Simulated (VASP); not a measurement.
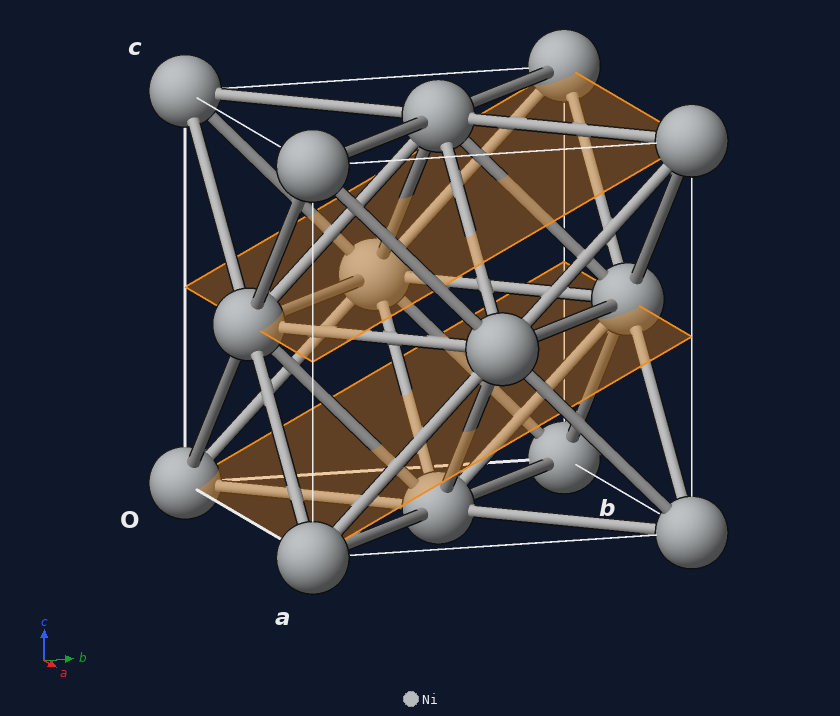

For Ni, the end point of a relaxation with VASP Kohn-Sham DFT of a periodic cell, PBE with D3(BJ), VASP PAW PBE potentials, recommended in VASP: every member of one family of equally spaced planes, hx + ky + lz = a whole number, that cuts the unit cell is shaded (one member passes through the origin O). All values are computed from the atomic coordinates in the standard setting (tolerance 0.002 Å).

a = 3.478 Å, b = 3.478 Å, c = 3.478 Å, α = 90.00°, β = 90.00°, γ = 90.00°.

Q: Which (hkl) family is drawn?

A: (0 1 −2); the opposite sign names the same planes. The member next to the origin meets the axes a never, b at 1, c at −1/2.

Q: What is the spacing?

A: d = 1.556 Å.

Q: Which atoms of the cell lie in these planes (within 0.03 Å)?

A: 2 of the 4 Ni.

Q: The space group is Fm-3m (No. 225). How many reflections hkl are equivalent to this one (itself included), and does it occur?

A: 24 reflections are equivalent in the Laue class m-3m. The reflection is systematically absent, by the centring.
